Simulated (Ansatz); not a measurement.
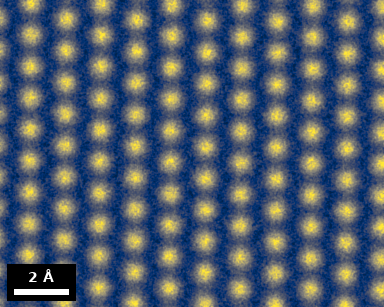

Integrated-DPC-like image of Co (Fd-3m, No. 227). Simulated as the projected potential of neutral atoms (B = 0.5 Å²) blurred by a 0.53 Å probe, the thin-sample limit of integrated differential phase contrast. Shot noise was added. Model: the end point of a relaxation with Ansatz 0.2.0, DFT, RPBE, plane waves (420 eV) with PAW, scalar-relativistic; the starting structure was generated, so it need not be a known form of this composition.

```cif
data_structure
_symmetry_space_group_name_H-M 'P 1'
_symmetry_Int_Tables_number 1
_cell_length_a 5.1391
_cell_length_b 5.1391
_cell_length_c 5.1391
_cell_angle_alpha 90.000
_cell_angle_beta 90.000
_cell_angle_gamma 90.000
_cell_volume 135.72
loop_
_atom_site_label
_atom_site_type_symbol
_atom_site_fract_x
_atom_site_fract_y
_atom_site_fract_z
_atom_site_occupancy
Co1 Co 0.75000 0.75000 0.75000 1
Co2 Co 0.00000 0.50000 0.00000 1
Co3 Co 0.75000 0.25000 0.25000 1
Co4 Co 0.00000 0.00000 0.50000 1
Co5 Co 0.25000 0.75000 0.25000 1
Co6 Co 0.50000 0.50000 0.50000 1
Co7 Co 0.25000 0.25000 0.75000 1
Co8 Co 0.50000 0.00000 0.00000 1
```

Along which zone axis is the crystal seen: [221], [210], [211] or [111]? (Directions equivalent by symmetry count as one.)

[210]. The projected cells are 0.61 × 1.82 Å, 90° for [221]; 1.15 × 1.41 Å, 114° for [210]; 1.82 × 2.97 Å, 90° for [211]; 2.10 × 2.10 Å, 120° for [111], and the image repeats as the [210] one does.
